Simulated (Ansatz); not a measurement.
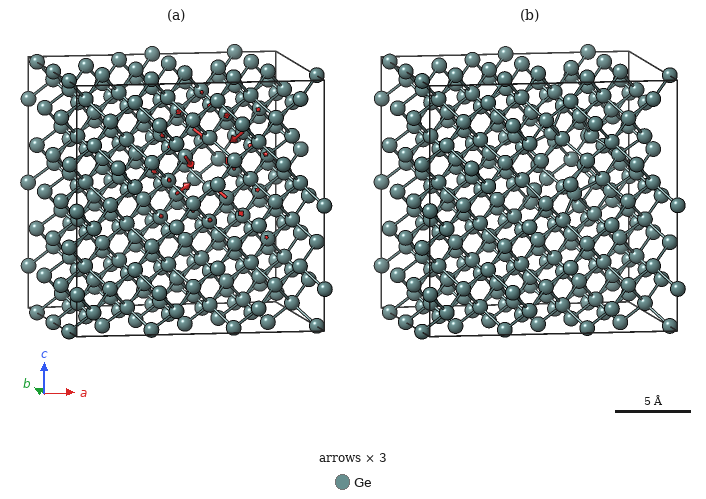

The structure of a defect cell of composition Ge214 (cell charge −1) before (left) and after (right) a relaxation, at one scale. The red arrows give the displacements, 3 times their true length.

The picture is a ball-and-stick view of the cell of the calculation (origin shifted), seen slightly off an axis.

Theory: DFT, PBEsol, PAW, plane waves in Ansatz 0.2.0. Set-up: plane-wave cutoff 420 eV; k-point mesh 1 × 1 × 1; mesh shifted by (0.25, 0.25, 0.25); collinear spin; atoms relaxed in a fixed cell; force threshold 0.03 eV/Å; at most 80 steps.

Q: Describe what moved and what it gained.

A: The energy falls by 2.599 eV per cell of the calculation in 4 geometry steps. Largest force component: 0.97 eV/Å at the start, 0.017 eV/Å at the end. The atom that moves furthest is a Ge atom (0.52 Å along [1 −1 1]). The cell doesn't change. Among the contacts that change: Ge–Ge 2.399 → 2.517 Å, Ge–Ge 2.419 → 2.532 Å, Ge–Ge 2.356 → 2.465 Å, Ge–Ge 2.373 → 2.461 Å. Among the angles between lasting bonds that change: Ge–Ge–Ge 111.5° → 97.7°, Ge–Ge–Ge 107.3° → 120.6°, Ge–Ge–Ge 107.8° → 120.6°.

Limits of the set-up: the cell is charged, on a uniform background, and energies carry no finite-size correction.
